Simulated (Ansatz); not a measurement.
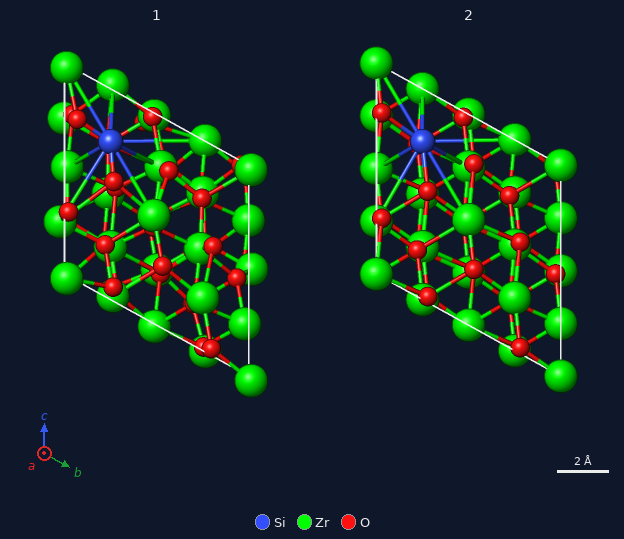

Two geometries of a defect cell of composition Zr15SiO32, drawn at one scale. One is the start of a relaxation, the other its converged end. The picture is a ball-and-stick view of the cell of the calculation, seen along the a axis.

Method: DFT PBE, scalar-relativistic, plane waves, PAW (Ansatz). Settings: plane-wave cutoff 420 eV; k-point mesh 2 × 2 × 2; occupations gaussian; smearing width 0.01 eV; mesh shifted by (0.5, 0.5, 0.5); no spin polarisation; atoms relaxed in a fixed cell; force threshold 0.025 eV/Å; at most 45 steps.

**Which one is relaxed?**

Structure 1 is the relaxed one. Case: Si on a Zr site (a), charge +0, atoms relaxed at the host's cell. The largest moves, 0.40 Å, are those of O atoms. By element the largest moves are O 0.40 Å, Zr 0.20 Å. Si stays in place. The cell doesn't change. Some distances before and after: O–Zr 2.431 → 2.852 Å, O–Si 2.077 → 1.677 Å, O–Si 2.431 → 2.800 Å, O–Zr 2.431 → 2.145 Å. Among the angles between lasting bonds that change: Zr–O–Zr 121.3° → 134.3°, Zr–O–Zr 109.1° → 119.9°, Zr–O–Zr 109.1° → 99.1°. After 9 accepted moves (10 points after the start) the energy has fallen by 4.292 eV per cell of the calculation. The largest force component goes from 2.7 to 0.0012 eV/Å. The line search rejected the trial step at point 6 of the run. The run took 4.5 min on 4 threads of Arm Neoverse V1, on a shared host, peak memory 2.1 GiB.
